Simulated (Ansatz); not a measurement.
```
Bi Se
1.0
     6.69627    0.00000    0.00000
     0.00000    6.69627    0.00000
     0.00000    0.00000    6.98193
Bi Se
4 8
Direct
  0.00000 0.00000 0.00000
  0.50000 0.50000 0.50000
  0.00000 0.50000 0.25000
  0.50000 0.00000 0.75000
  0.32542 0.25000 0.12500
  0.82542 0.75000 0.62500
  0.25000 0.82542 0.37500
  0.75000 0.32542 0.87500
  0.75000 0.17458 0.37500
  0.25000 0.67458 0.87500
  0.17458 0.25000 0.62500
  0.67458 0.75000 0.12500
```

Space group I-42d; a structure from a database of computed crystals, not necessarily the ambient phase; started from the SiO2-122 prototype, which need not be the ambient phase.

Method: DFT, r2SCAN+rVV10, plane waves, PAW (Ansatz 0.2.0).

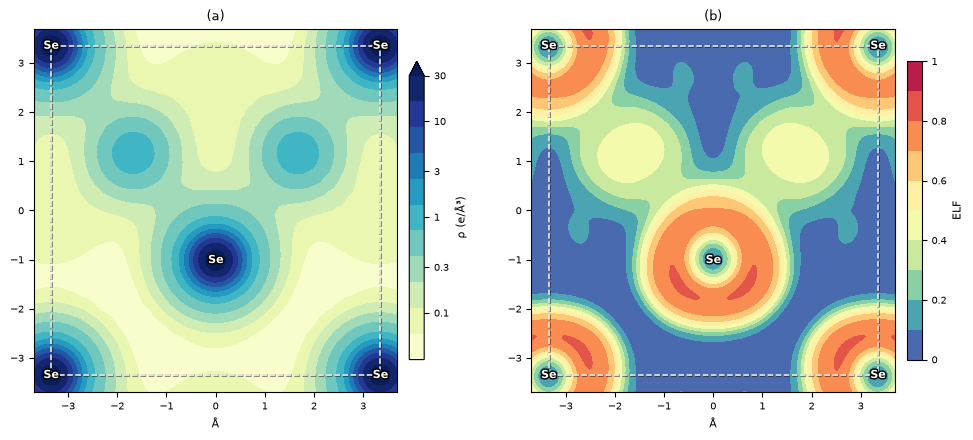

BiSe$_{2}$. (a) valence electron density; (b) electron localisation function on the (001) plane of the conventional cell.

### Interpret the plot.

The plane passes through Se nuclei. Atoms just off the plane (Bi, 0.9 Å away) can leave unmarked features too. Between the atoms the lowest density in this plane is 0.03 e/Å³.
